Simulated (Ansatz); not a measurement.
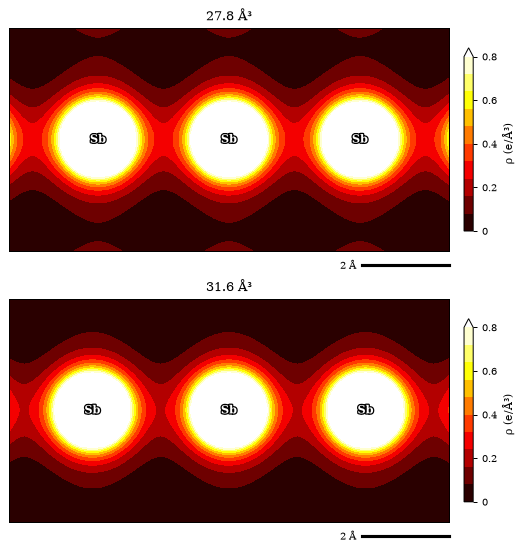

Sb. The valence electron density of cells scaled evenly to different volumes (given per atom above each panel), on the (110) plane of each (indices in the axes of the cell below), at one length scale and on one colour scale.

Computed without spin polarisation.

Level of theory: DFT PBEsol, scalar-relativistic, plane waves, PAW in Ansatz 0.2.0.

The largest cell:

```
CELL_PARAMETERS angstrom
3.16000 0.00000 0.00000
0.00000 3.16000 0.00000
0.00000 0.00000 3.16000
ATOMIC_POSITIONS crystal
Sb 0.00000 0.00000 0.00000
```

| volume (Å³/atom) | Sb–Sb contact in the plane (Å) | ρ at its midpoint (e/Å³) | pressure (GPa) | 
| --- | --- | --- | --- |
| 27.84 | 3.031 | 0.280 | 2.0 | 
| 28.70 | 3.062 | ? | ? | 
| 31.55 | 3.160 | 0.231 | −4.7 | 

**Estimate the missing row, and compare with the calculation.**

Over the known rows ln ρ falls by 1.49 per Å of Sb–Sb distance (the line through the two), which gives 0.267 e/Å³ at 3.062 Å; the calculation gives 0.267 e/Å³. For the pressure, a straight line in volume between the neighbouring rows gives 0.4 GPa; the calculation gives 0.0, lower because pressure rises ever faster on compression.
